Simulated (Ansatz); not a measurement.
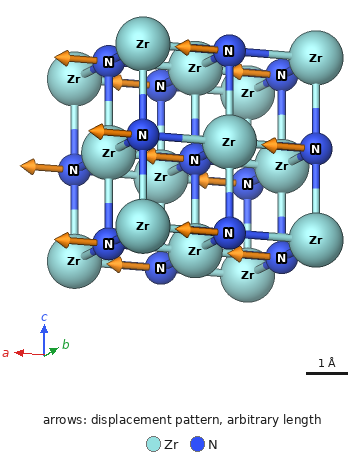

One vibrational mode of a crystal of ZrN relaxed at −1 GPa at the zone centre. The orange arrows give the relative displacements of the atoms. Style: ball-and-stick. Shown: the conventional cell (4 times the calculation's cell), from a free direction. Lengths and directions refer to the drawn axes.

Level of theory: DFT PBEsol, scalar-relativistic, plane waves, PAW (Ansatz).

Input file:
```yaml
crystal:
  lattice:
    - [0.0, 2.2793691761, 2.2793691761]
    - [2.2793691761, 0.0, 2.2793691761]
    - [2.2793691761, 2.2793691761, 0.0]
  atoms:
    - { symbol: Zr, position: [0.0, 0.0, 0.0] }
    - { symbol: "N", position: [0.5, 0.5, 0.5] }
basis:
  ecutwfc: 420
kpoints:
  mp_grid: { grid: [16, 16, 16] }
hamiltonian:
  xc: pbesol
scf:
  occupations: { method: fermi_dirac, width: 0.15 }
output:
  eigenvalues: true
phonons:
  method: dfpt
  eigenvectors: true
```

Command:
```bash
ansatz run input.yaml --threads 1 --pin off --max-ram 3072MiB --backend cpu --events-out ev --progress --plain --runs-dir out
```

The frequencies depend somewhat on the k-mesh and the smearing.

Q: What mode is this, and where does it lie in the spectrum?

A: This is the T₁u mode (triply degenerate; one member of the set is drawn) at 61.4 meV, the only optical level, infrared-active by symmetry. The N sublattice moves against the Zr sublattice, along a; it stretches the shortest N–Zr bonds (2.28 Å); the kinetic energy is shared as N 87 %, Zr 13 %. The crystal is a metal, so free carriers screen the infrared response.
